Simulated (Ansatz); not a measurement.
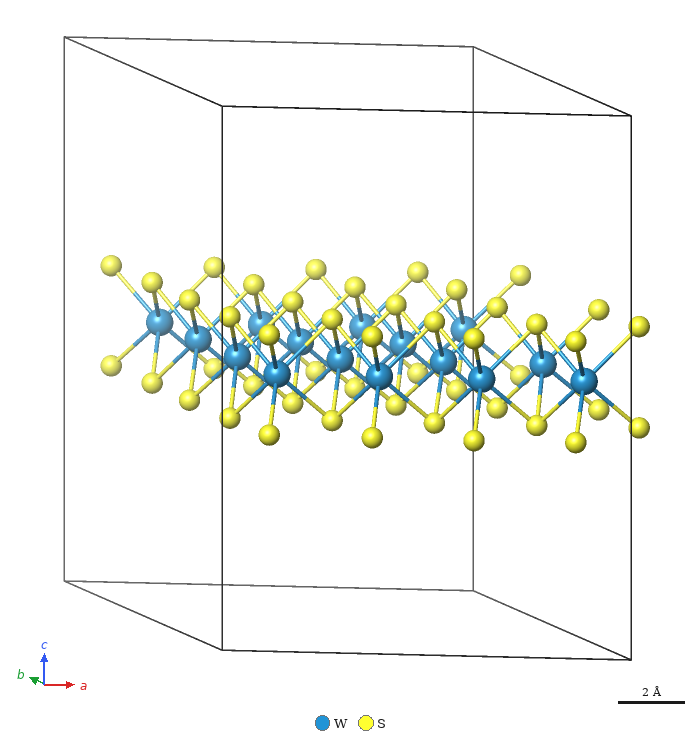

View slightly off an axis, drawn as a ball-and-stick model. Lines trace the edges of the simulation cell. Some atoms of the next cells are drawn as well.

- Formula: W15S32.
- The cell comprises 1 formula unit: 15 W, 32 S.
- W is coordinated by six S in a trigonal prismatic arrangement at about 2.4 Å. Not all metal-metal contacts are counted.
- Neighbours within bonding distance: S 2 to 3 (mean 2.8). Not all metal-metal contacts are counted.
- The bonds build W15S32 layers parallel to (001).

The initial geometry was a structure listed in the Materials Project, repeated into a supercell with a point defect put in. Earlier steps of the study, as a rule a relaxation of our own, may have changed the cell and positions, so they can lie some per cent off the listed ones. It was set up as input for a calculation with Ansatz.
